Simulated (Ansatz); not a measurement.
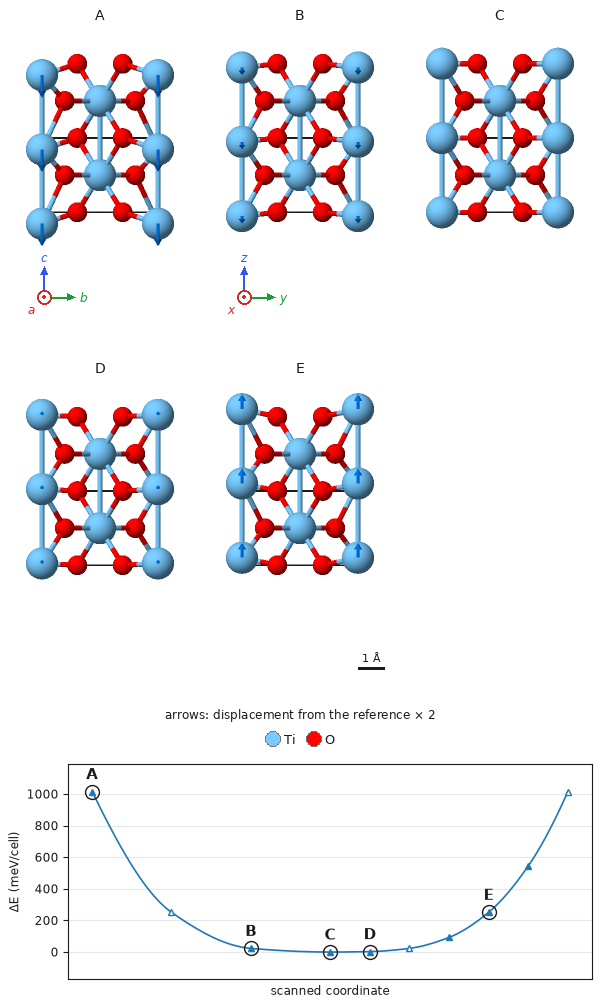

Frames of a one-coordinate scan of a crystal of TiO2 (P4_2/mnm). Hollow markers are points alike by symmetry, not computed again. A ball-and-stick model of the cell of the calculation, repeated 2 × 1 × 2 with one cell outlined, seen along the a axis. Blue arrows: displacements from the reference.

Theory: Ansatz, DFT PBEsol, scalar-relativistic, plane waves, PAW. Settings: plane-wave cutoff 420 eV; k-point mesh 6 × 6 × 10; occupations gaussian; smearing width 0.05 eV; no spin polarisation. Energies (free energies at the smearing named) are counted from the relaxed crystal.

Q: Which coordinate changes from frame to frame?

A: A Ti atom (one in each cell of 6 atoms) is moved along Cartesian [0 0 1], all else fixed. In the frames the displacement is −0.45 Å (A), −0.15 Å (B), 0.00 Å (C), 0.075 Å (D), 0.30 Å (E). Of the computed points the lowest is at the displacement 0.00 Å, 0 meV/cell. The end points stand at 1016 meV/cell (−0.45 Å) and 1016 meV/cell (0.45 Å). The well is symmetric. At the highest point the shortest interatomic distance is 1.63 Å, against 1.94 Å in the reference. The distortion takes the space group from P4_2/mnm to Cmm2.
